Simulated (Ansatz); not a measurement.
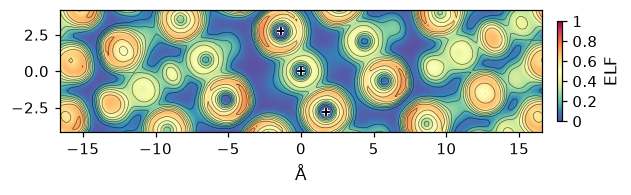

The ELF on a plane through atoms (crosses mark nuclei in the plane).

Method: DFT PBE, scalar-relativistic, plane waves, PAW in Ansatz.

Candidates:
A. Bi2Te3, a = 4.45 Å, b = 4.45 Å, c = 32.17 Å, α = 90.00°, β = 90.00°, γ = 120.00°. Space group R-3m.
B. TaAs, a = 12.11 Å, b = 3.46 Å, c = 3.46 Å, α = 90.00°, β = 104.31°, γ = 90.00°. Space group Cm; a structure from a database of computed crystals, not necessarily the ambient phase.

### Which candidate gave the map?

Candidate A: Bi2Te3 on the (111) plane of the conventional cell, which holds Bi and Te. Bi–Te (3.09 Å): the ELF peaks at about 0.65 in the valence shell of Te, 1.3 Å from its nucleus, and drops to about 0.35 between the two atoms. Bi–Te (3.29 Å): the ELF peaks at about 0.65 in the valence shell of Te, 1.3 Å from its nucleus, and drops to about 0.30 between the two atoms.
